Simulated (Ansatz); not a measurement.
Consider SnO2.

Space group P4_2/mnm; the calculation finds a residual pressure of about 11 GPa at this fixed cell.

```yaml
crystal:
  lattice:
    - [4.73800, 0.00000, 0.00000]
    - [0.00000, 4.73800, 0.00000]
    - [0.00000, 0.00000, 3.18650]
  atoms:
    - { symbol: Sn, position: [0.00000, 0.00000, 0.00000] }
    - { symbol: Sn, position: [0.50000, 0.50000, 0.50000] }
    - { symbol: O, position: [0.30710, 0.30710, 0.00000] }
    - { symbol: O, position: [0.19290, 0.80710, 0.50000] }
    - { symbol: O, position: [0.69290, 0.69290, 0.00000] }
    - { symbol: O, position: [0.80710, 0.19290, 0.50000] }
```

These are results of Ansatz, DFT PBE, scalar-relativistic, plane waves, PAW, not measurements.

What makes up the frontier states of this crystal?

Answer. It is gapped, with a Kohn–Sham gap of 1.3 eV on the k-point mesh. The top of the valence band: O 2p (over 95 %) by Löwdin projection on a minimal orbital set; in space O over 95 % and Sn little. The bottom of the conduction band: Sn 5s (65 %) and O 2s (30 %) by Löwdin projection on a minimal orbital set; in space O about 60 % and Sn about 40 %. The two measures disagree here: the projection uses a minimal set of atomic orbitals, while the spatial cells share out diffuse density by volume.

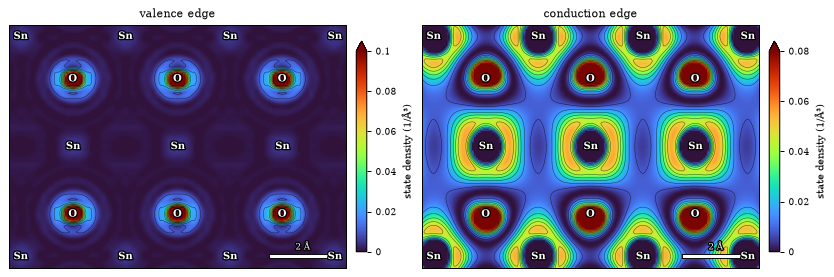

Computed densities of these states (windows −0.6 to 0.0 eV and +1.3 to +1.9 eV about the valence-band maximum) on the (11̄0) plane of the conventional cell.

In a PAW calculation such maps are meaningful between the atoms, not at the nuclei.

Cost of the run: 4.3 s on 2 threads of Intel(R) Xeon(R) Platinum 8259CL CPU @ 2.50GHz (Skylake/Cascade Lake), with other jobs on the host, peak memory 0.46 GiB.
